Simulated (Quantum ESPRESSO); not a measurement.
## MgS: relaxation of cell and atoms (part 3 of 4)

Continued. System: MgS (Fm-3m, 2 atoms in the cell). Method: Kohn-Sham DFT of a periodic cell, LDA, SSSP 1.3 efficiency PBE, no spin polarisation (Quantum ESPRESSO 7.5); cutoff 857.16 eV, 9×9×9 k-mesh, fermi-dirac of 0.05 eV. The structure derives from an entry of the Crystallography Open Database.

Geometry of the input (Å; fractional positions):
```
0.0000  2.6016  2.6016
2.6016  0.0000  2.6016
2.6016  2.6016  0.0000
S  0.5000  0.5000  0.5000
Mg 0.0000  0.0000  0.0000
```

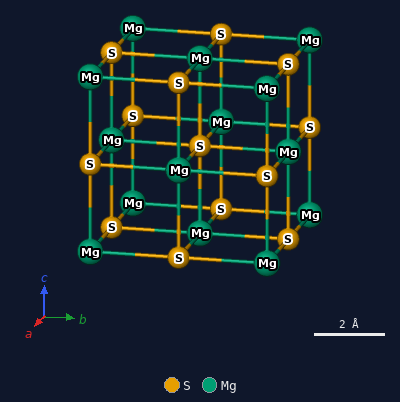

Figure 1. The structure (ball-and-stick view of the cell 4 times as large as that of the calculation, set on its symmetry axes, seen slightly off an axis). An atom can appear more than once, as a periodic image.

### Log, continued
```
          total   stress  (Ry/bohr**3)                   (kbar)     P=       22.57
   0.00015344   0.00000000   0.00000000           22.57        0.00        0.00
   0.00000000   0.00015344   0.00000000            0.00       22.57        0.00
   0.00000000   0.00000000   0.00015344            0.00        0.00       22.57

     Energy error            =      7.6E-04 Ry
     Gradient error          =      1.2E-31 Ry/Bohr
     Cell gradient error     =      2.6E+00 kbar

     number of scf cycles    =   3
     number of bfgs steps    =   2

     enthalpy           old  =     -56.1360090177 Ry
     enthalpy           new  =     -56.1367738669 Ry

     CASE: enthalpy          _new < enthalpy          _old

     new trust radius        =       0.0029336372 bohr
     new conv_thr            =            4.0E-12 Ry

     new unit-cell volume =    224.38534 a.u.^3 (    33.25048 Ang^3 )
     density =      2.81489 g/cm^3

CELL_PARAMETERS (bohr)
   0.000000000   4.823046995   4.823046995
   4.823046995   0.000000000   4.823046995
   4.823046995   4.823046995   0.000000000

ATOMIC_POSITIONS (bohr)
S                4.8230469955        4.8230469955        4.8230469955
Mg              -0.0000000000        0.0000000000       -0.0000000000

     NEW-OLD atomic charge density approx. for the potential
     New effective cutoffs (rho, wfc):  524.42   65.45

     Self-consistent Calculation

     iteration #  1     ecut=    63.00 Ry     beta= 0.50
     Davidson diagonalization with overlap
     ethr =  1.00E-06,  avg # of iterations =  2.0

     Threshold (ethr) on eigenvalues was too large:
     Diagonalizing with lowered threshold

     Davidson diagonalization with overlap
     ethr =  1.71E-09,  avg # of iterations =  2.4

     total energy              =     -56.16728611 Ry
     estimated scf accuracy    <       0.00000015 Ry

     iteration #  2     ecut=    63.00 Ry     beta= 0.50
     Davidson diagonalization with overlap
     ethr =  1.82E-09,  avg # of iterations =  1.0

     total energy              =     -56.16728611 Ry
     estimated scf accuracy    <       0.00000002 Ry

     iteration #  3     ecut=    63.00 Ry     beta= 0.50
     Davidson diagonalization with overlap
     ethr =  3.07E-10,  avg # of iterations =  2.7

     total energy              =     -56.16728611 Ry
     estimated scf accuracy    <          1.2E-09 Ry

     iteration #  4     ecut=    63.00 Ry     beta= 0.50
     Davidson diagonalization with overlap
     ethr =  1.45E-11,  avg # of iterations =  5.5

     total energy              =     -56.16728612 Ry
     estimated scf accuracy    <          1.3E-11 Ry

     iteration #  5     ecut=    63.00 Ry     beta= 0.50
     Davidson diagonalization with overlap
     ethr =  1.64E-13,  avg # of iterations =  4.9

     End of self-consistent calculation

          k = 0.0000 0.0000 0.0000 (  1989 PWs)   bands (ev):

    -7.5657   5.5202   5.5202   5.5202   9.4169  13.2837  13.2837  13.2837
    15.7909

          k = 0.0801 0.0801-0.0801 (  2004 PWs)   bands (ev):

    -7.4322   4.5879   5.4285   5.4285  10.1049  13.0275  13.5170  13.5170
    15.2290

          k = 0.1602 0.1602-0.1602 (  2000 PWs)   bands (ev):

    -7.0591   2.9069   5.2175   5.2175  10.5131  13.3697  13.3697  13.6187
    15.4213

          k = 0.2403 0.2403-0.2403 (  2006 PWs)   bands (ev):

    -6.5495   1.3617   5.0064   5.0064  10.2003  12.7139  12.7139  15.2009
    16.9918

          k = 0.3204 0.3204-0.3204 (  2009 PWs)   bands (ev):

    -6.1381   0.3992   4.8818   4.8818   9.9585  12.3211  12.3211  15.9605
    17.6148

          k = 0.1602 0.0000-0.0000 (  2017 PWs)   bands (ev):

    -7.3881   4.6295   5.2234   5.2234  10.4122  12.4490  13.8728  13.8728
    14.2193

          k = 0.2403 0.0801-0.0801 (  2000 PWs)   bands (ev):

    -7.0958   3.3700   4.9456   5.0302  11.0433  12.2511  13.0836  14.1718
    14.9336

          k = 0.3204 0.1602-0.1602 (  1995 PWs)   bands (ev):

    -6.6286   1.8770   4.7200   4.7323  10.7959  12.2706  13.5151  13.5888
    16.5095

          k = 0.4004 0.2403-0.2403 (  1996 PWs)   bands (ev):

    -6.1681   0.7541   4.3981   4.6606  10.5493  11.8374  12.9625  15.2760
    17.3772

          k =-0.2403-0.4004 0.4004 (  1996 PWs)   bands (ev):

    -6.0150   0.4304   4.1966   4.7489  10.5481  11.8006  12.6434  16.2267
    17.7272

          k =-0.1602-0.3204 0.3204 (  2009 PWs)   bands (ev):

    -6.3048   1.0645   4.1855   4.9674  10.7726  12.1789  12.7124  15.1258
    16.6885

          k =-0.0801-0.2403 0.2403 (  2002 PWs)   bands (ev):

    -6.7968   2.3440   4.4008   5.2373  11.1176  12.8492  13.1930  13.4782
    14.9461

          k =-0.0000-0.1602 0.1602 (  2013 PWs)   bands (ev):

    -7.2188   3.7320   4.8776   5.4320  10.8608  12.6210  13.7248  13.8174
    14.1086

          k = 0.3204 0.0000-0.0000 (  2008 PWs)   bands (ev):

    -6.8976   3.1379   4.5990   4.5990  10.8869  11.1424  13.5037  15.2973
    15.2973

          k = 0.4004 0.0801-0.0801 (  2008 PWs)   bands (ev):

    -6.5152   2.1986   4.1729   4.3410  10.3157  11.1278  13.7949  15.1592
    16.7118

          k = 0.4805 0.1602-0.1602 (  2008 PWs)   bands (ev):

    -6.0846   1.2848   3.5507   4.2572  10.0218  11.9914  13.9580  14.3868
    18.1946

          k =-0.1602-0.4805 0.4805 (  2010 PWs)   bands (ev):

    -5.8449   0.8540   3.0473   4.3695  10.1429  12.5497  13.7763  14.8881
    18.1944

          k =-0.0801-0.4004 0.4004 (  1997 PWs)   bands (ev):

    -5.9815   1.1240   2.8925   4.6463  10.6723  12.7506  13.4334  14.6960
    16.9082

          k =-0.0000-0.3204 0.3204 (  2003 PWs)   bands (ev):

    -6.3819   1.7716   3.3374   4.9918  11.4700  13.0358  13.0372  13.2990
    15.3966

          k = 0.4805-0.0000 0.0000 (  2016 PWs)   bands (ev):

    -6.2415   1.8382   4.0279   4.0279   9.3096  10.1518  15.5515  17.0377
    17.0377

          k = 0.5606 0.0801-0.0801 (  2005 PWs)   bands (ev):

    -5.9105   1.3563   3.4386   3.8965   9.0216  10.3831  15.8359  16.3077
    18.4375

          k =-0.0801-0.5606 0.5606 (  2020 PWs)   bands (ev):

    -5.6919   1.2769   2.4537   3.9802   9.2238  11.7400  15.3542  15.5905
    18.2271

          k =-0.0000-0.4805 0.4805 (  2015 PWs)   bands (ev):

    -5.7255   1.5543   1.8630   4.2585   9.7922  13.3179  14.4131  14.8521
    17.4133

          k = 0.6407 0.0000-0.0000 (  2012 PWs)   bands (ev):

    -5.7252   1.0399   3.7070   3.7070   8.2981   9.6378  17.5387  18.2002
    18.7672

          k =-0.0000-0.6407 0.6407 (  2014 PWs)   bands (ev):

    -5.6361   1.0353   3.1509   3.7372   8.5395  10.1359  16.9882  17.2755
    18.7495

          k = 0.3204 0.1602 0.0000 (  1998 PWs)   bands (ev):

    -6.7556   2.5622   4.1699   4.9278  11.4963  11.8682  12.5856  14.6251
    15.1649

          k = 0.4004 0.2403-0.0801 (  2007 PWs)   bands (ev):

    -6.3004   1.5479   3.6298   4.6464  11.2225  11.8836  13.0533  14.2993
    16.5991

          k =-0.2403-0.4004 0.5606 (  2007 PWs)   bands (ev):

    -5.9443   0.8145   3.4200   4.4091  11.1170  11.4329  13.6148  15.0168
    17.9511

          k = 0.4805 0.1602 0.0000 (  2014 PWs)   bands (ev):

    -6.1508   1.6689   3.5379   4.0638  10.0533  11.0475  13.9171  16.0048
    17.0727

          k =-0.1602-0.4805 0.6407 (  2007 PWs)   bands (ev):

    -5.8201   1.2957   2.8485   3.8104  10.1435  12.0126  13.5892  15.6098
    18.1752

          k =-0.0801-0.4004 0.5606 (  2005 PWs)   bands (ev):

    -5.7253   1.2777   2.3687   3.9045  10.4594  12.5774  14.2486  14.5172
    17.7683

          k = 0.0000-0.3204 0.4805 (  2005 PWs)   bands (ev):

    -5.9349   1.4134   2.6243   4.2576  11.0128  12.4660  13.0468  14.9393
    17.1907

          k =-0.0801-0.5606 0.7208 (  2008 PWs)   bands (ev):

    -5.6922   1.2001   3.1871   3.4135   9.1631  10.5970  15.5153  16.8084
    18.9226

          k =-0.0000-0.4805 0.6407 (  2010 PWs)   bands (ev):

    -5.6182   1.4538   2.2861   3.4872   9.7535  11.8957  14.7401  15.3763
    18.8047

          k =-0.0801-0.4004 0.7208 (  2004 PWs)   bands (ev):

    -5.6347   1.6331   2.2362   3.1845  10.7233  12.8027  13.1742  14.6759
    19.3475

     the Fermi energy is     6.7632 ev

!    total energy              =     -56.16728612 Ry
     estimated scf accuracy    <          1.5E-12 Ry
     smearing contrib. (-TS)   =      -0.00000000 Ry
     internal energy E=F+TS    =     -56.16728612 Ry

     The total energy is F=E-TS. E is the sum of the following terms:
     one-electron contribution =       2.38910268 Ry
     hartree contribution      =       2.93922341 Ry
     xc contribution           =     -10.11819171 Ry
     ewald contribution        =     -21.72361916 Ry
     one-center paw contrib.   =     -29.65380135 Ry

     convergence has been achieved in   5 iterations

     Forces acting on atoms (cartesian axes, Ry/au):

     atom    1 type  1   force =     0.00000000    0.00000000   -0.00000000
     atom    2 type  2   force =     0.00000000    0.00000000    0.00000000

     Total force =     0.000000     Total SCF correction =     0.000000

     Computing stress (Cartesian axis) and pressure

          total   stress  (Ry/bohr**3)                   (kbar)     P=       19.87
   0.00013504  -0.00000000   0.00000000           19.87       -0.00        0.00
  -0.00000000   0.00013504  -0.00000000           -0.00       19.87       -0.00
   0.00000000  -0.00000000   0.00013504            0.00       -0.00       19.87

     Energy error            =      5.4E-06 Ry
     Gradient error          =      9.5E-32 Ry/Bohr
     Cell gradient error     =      1.3E-01 kbar

     bfgs converged in   4 scf cycles and   3 bfgs steps
     (criteria: energy <  1.0E-05 Ry, force <  4.0E-04 Ry/Bohr, cell <  3.0E-01 kbar)

     End of BFGS Geometry Optimization

     Final enthalpy           =     -56.1367793076 Ry

     File ./tmp/pwscf.bfgs deleted, as requested
Begin final coordinates
     new unit-cell volume =    224.38534 a.u.^3 (    33.25048 Ang^3 )
     density =      2.81489 g/cm^3

CELL_PARAMETERS (bohr)
   0.000000000   4.823046995   4.823046995
   4.823046995   0.000000000   4.823046995
   4.823046995   4.823046995   0.000000000

ATOMIC_POSITIONS (bohr)
S                4.8230469955        4.8230469955        4.8230469955
Mg              -0.0000000000        0.0000000000       -0.0000000000
End final coordinates

     Final scf calculation at the relaxed structure.
     The G-vectors are recalculated for the final unit cell
     Results may differ from those at the preceding step.

     G-vector sticks info
     --------------------
     sticks:   dense  smooth     PW     G-vecs:    dense   smooth      PW
     Sum        1627     805    253                43215    15089    2637

     Using Slab Decomposition

     bravais-lattice index     =            0
     lattice parameter (alat)  =       6.9528  a.u.
     unit-cell volume          =     224.3853 (a.u.)^3
     number of atoms/cell      =            2
     number of atomic types    =            2
     number of electrons       =         8.00
     number of Kohn-Sham states=            9
     kinetic-energy cutoff     =      63.0000  Ry
     charge density cutoff     =     506.0000  Ry
     scf convergence threshold =      4.0E-12
     mixing beta               =       0.5000
     number of iterations used =            8  plain     mixing
     press convergence thresh. =      3.0E-01
     Exchange-correlation= PZ
                           (   1   1   0   0   0   0   0)

     celldm(1)=   6.952848  celldm(2)=   0.000000  celldm(3)=   0.000000
     celldm(4)=   0.000000  celldm(5)=   0.000000  celldm(6)=   0.000000

     crystal axes: (cart. coord. in units of alat)
               a(1) = (   0.000000   0.693679   0.693679 )
               a(2) = (   0.693679   0.000000   0.693679 )
               a(3) = (   0.693679   0.693679   0.000000 )

     reciprocal axes: (cart. coord. in units 2 pi/alat)
               b(1) = ( -0.720794  0.720794  0.720794 )
               b(2) = (  0.720794 -0.720794  0.720794 )
               b(3) = (  0.720794  0.720794 -0.720794 )

     PseudoPot. # 1 for S  read from file:
     s_pbe_v1.4.uspp.F.UPF
     Pseudo is Ultrasoft + core correction, Zval =  6.0
     Generated by new atomic code, or converted to UPF format
     Using radial grid of  907 points,  6 beta functions with:
                l(1) =   0
                l(2) =   0
                l(3) =   1
                l(4) =   1
                l(5) =   2
                l(6) =   2
     Q(r) pseudized with  8 coefficients,  rinner =    1.300   1.300   1.300
                                                       1.300   1.300

     PseudoPot. # 2 for Mg read from file:
     Mg.pbe-n-kjpaw_psl.0.3.0.UPF
     Pseudo is Projector augmented-wave + core cor, Zval =  2.0
     Generated using "atomic" code by A. Dal Corso  v.5.0.99 svn rev. 10869
     Shape of augmentation charge: PSQ
     Using radial grid of 1129 points,  4 beta functions with:
                l(1) =   0
                l(2) =   0
                l(3) =   1
                l(4) =   1
     Q(r) pseudized with 0 coefficients

     atomic species   valence    mass     pseudopotential
     S                 6.00    32.06000     S ( 1.00)
     Mg                2.00    24.30500     Mg( 1.00)

     48 Sym. Ops., with inversion, found

   Cartesian axes

     site n.     atom                  positions (alat units)
         1        S      tau(   1) = (   0.6936793   0.6936793   0.6936793  )
         2        Mg     tau(   2) = (  -0.0000000   0.0000000  -0.0000000  )

     number of k points=    35  Fermi-Dirac smearing, width (Ry)=  0.0037
                       cart. coord. in units 2pi/alat
        k(    1) = (   0.0000000   0.0000000   0.0000000), wk =   0.0027435
        k(    2) = (   0.0800882   0.0800882  -0.0800882), wk =   0.0219479
        k(    3) = (   0.1601765   0.1601765  -0.1601765), wk =   0.0219479
        k(    4) = (   0.2402647   0.2402647  -0.2402647), wk =   0.0219479
        k(    5) = (   0.3203530   0.3203530  -0.3203530), wk =   0.0219479
        k(    6) = (   0.1601765   0.0000000  -0.0000000), wk =   0.0164609
        k(    7) = (   0.2402647   0.0800882  -0.0800882), wk =   0.0658436
        k(    8) = (   0.3203530   0.1601765  -0.1601765), wk =   0.0658436
        k(    9) = (   0.4004412   0.2402647  -0.2402647), wk =   0.0658436
        k(   10) = (  -0.2402647  -0.4004412   0.4004412), wk =   0.0658436
        k(   11) = (  -0.1601765  -0.3203530   0.3203530), wk =   0.0658436
        k(   12) = (  -0.0800882  -0.2402647   0.2402647), wk =   0.0658436
        k(   13) = (  -0.0000000  -0.1601765   0.1601765), wk =   0.0329218
        k(   14) = (   0.3203530   0.0000000  -0.0000000), wk =   0.0164609
        k(   15) = (   0.4004412   0.0800882  -0.0800882), wk =   0.0658436
        k(   16) = (   0.4805294   0.1601765  -0.1601765), wk =   0.0658436
        k(   17) = (  -0.1601765  -0.4805294   0.4805294), wk =   0.0658436
        k(   18) = (  -0.0800882  -0.4004412   0.4004412), wk =   0.0658436
        k(   19) = (  -0.0000000  -0.3203530   0.3203530), wk =   0.0329218
        k(   20) = (   0.4805294  -0.0000000   0.0000000), wk =   0.0164609
        k(   21) = (   0.5606177   0.0800882  -0.0800882), wk =   0.0658436
        k(   22) = (  -0.0800882  -0.5606177   0.5606177), wk =   0.0658436
        k(   23) = (  -0.0000000  -0.4805294   0.4805294), wk =   0.0329218
        k(   24) = (   0.6407059   0.0000000  -0.0000000), wk =   0.0164609
        k(   25) = (  -0.0000000  -0.6407059   0.6407059), wk =   0.0329218
        k(   26) = (   0.3203530   0.1601765   0.0000000), wk =   0.0658436
        k(   27) = (   0.4004412   0.2402647  -0.0800882), wk =   0.1316872
        k(   28) = (  -0.2402647  -0.4004412   0.5606177), wk =   0.1316872
        k(   29) = (   0.4805294   0.1601765   0.0000000), wk =   0.0658436
        k(   30) = (  -0.1601765  -0.4805294   0.6407059), wk =   0.1316872
        k(   31) = (  -0.0800882  -0.4004412   0.5606177), wk =   0.1316872
        k(   32) = (   0.0000000  -0.3203530   0.4805294), wk =   0.0658436
        k(   33) = (  -0.0800882  -0.5606177   0.7207941), wk =   0.0658436
        k(   34) = (  -0.0000000  -0.4805294   0.6407059), wk =   0.0658436
        k(   35) = (  -0.0800882  -0.4004412   0.7207941), wk =   0.0658436

     Dense  grid:    43215 G-vectors     FFT dimensions: (  50,  50,  50)

     Smooth grid:    15089 G-vectors     FFT dimensions: (  36,  36,  36)

     Initial potential from superposition of free atoms

     starting charge       7.9990, renormalised to       8.0000
     Starting wfcs are    8 randomized atomic wfcs +    1 random wfcs

     Self-consistent Calculation
```
